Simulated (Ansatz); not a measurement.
Input

```
crystal:
  lattice:
    - [0.0, 3.94807909, 4.34556253]
    - [2.32785324, 0.0, 4.34556253]
    - [2.32785324, 3.94807909, 0.0]
  atoms:
    - { symbol: Si, position: [0.07906103, 0.42093897, 0.07906103] }
    - { symbol: Si, position: [0.42093897, 0.07906103, 0.42093897] }
    - { symbol: Si, position: [0.17093897, 0.82906103, 0.17093897] }
    - { symbol: Si, position: [0.82906103, 0.17093897, 0.82906103] }
    - { symbol: Mo, position: [0.75, 0.75, 0.75] }
    - { symbol: Mo, position: [0.5, 0.5, 0.5] }
kpoints:
  mp_grid: { grid: [6, 6, 6] }
hamiltonian:
  xc: pbesol
scf:
  occupations: { method: fermi_dirac, width: 0.03 }
relax:
  f_tol: 0.01
  cell: {}
  max_steps: 120
output:
  write_density: true
  write_potential: true
  elf: true
  volumetric_format: npy
```

Command:

```sh
ansatz run input.yaml --threads 2 --pin off --max-ram 2211MiB --backend cpu --events-out ev --progress --plain --runs-dir out
```

Below, planes, directions and counts refer to the conventional cell (a = 4.57 Å, b = 7.96 Å, c = 8.73 Å, α = 90.00°, β = 90.00°, γ = 90.00°).

The fields are those of the run's last geometry, not of the input's.

Space group Fddd; a structure from a database of computed crystals, not necessarily the ambient phase; started from the Al2Ru-70 prototype, which need not be the ambient phase; computed without spin polarisation.

Theory: Ansatz 0.2.0, DFT, PBEsol, plane waves, PAW.

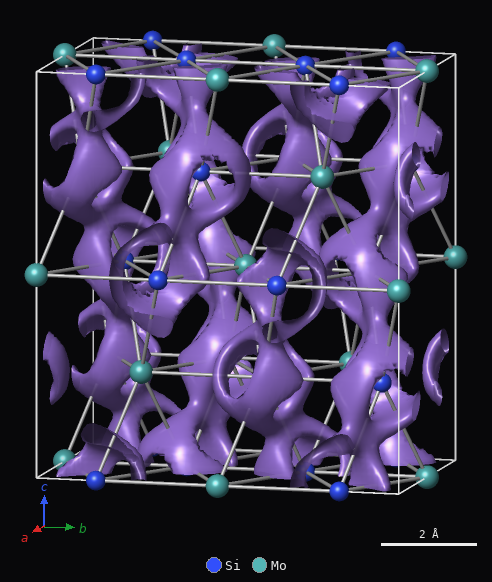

Si$_{2}$Mo. Isosurface of the electron localisation function at 0.65 (purple), seen slightly off an axis. Only the valence region is drawn (cores and ρ < 0.01 e/Å³ removed). Sticks mark near contacts.

In a PAW calculation such maps are meaningful between the atoms, not at the nuclei.

Question: Identify the bonds, lone pairs and shells in this picture.

Answer: At this value the surface marks out channels that run through the cell in one direction, counted in one cell of 24 atoms. Regions shared between cells count once. Profiles from the grid: Si–Si (2.54 Å): the ELF peaks at about 0.70 between the atoms. Si–Mo (2.56 Å): the ELF peaks at about 0.70 in the valence shell of Si, 0.9 Å from its nucleus, and is about 0.40 at the midpoint.
